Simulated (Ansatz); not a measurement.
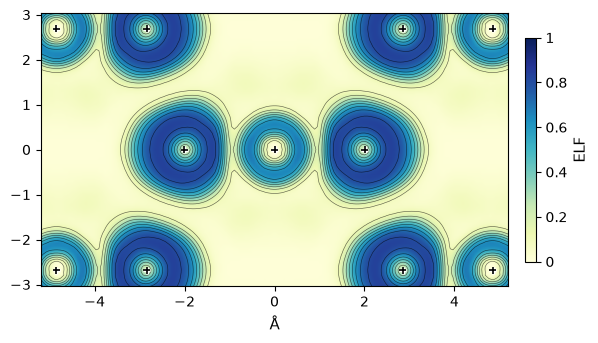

The ELF on a plane through atoms (crosses mark nuclei in the plane).

Computed with Kohn-Sham DFT of a periodic cell, PBE, Ansatz PAW (Ansatz).

Candidates:
A. SnO2, a = 4.74 Å, b = 4.74 Å, c = 3.19 Å, α = 90.00°, β = 90.00°, γ = 90.00°. Space group P4₂/mnm; computed pressure about 11 GPa in this cell.
B. TiO2, a = 3.80 Å, b = 3.80 Å, c = 9.70 Å, α = 90.00°, β = 90.00°, γ = 90.00°. Space group I4₁/amd.

> Which candidate gave the map?

Candidate B: TiO2 on the (110) plane of the conventional cell, which holds Ti and O. Ti–O (2.00 Å): the ELF peaks at about 0.85 in the valence shell of O, 0.6 Å from its nucleus, and is about 0.20 at the midpoint (no shared electron pair shows on this line).
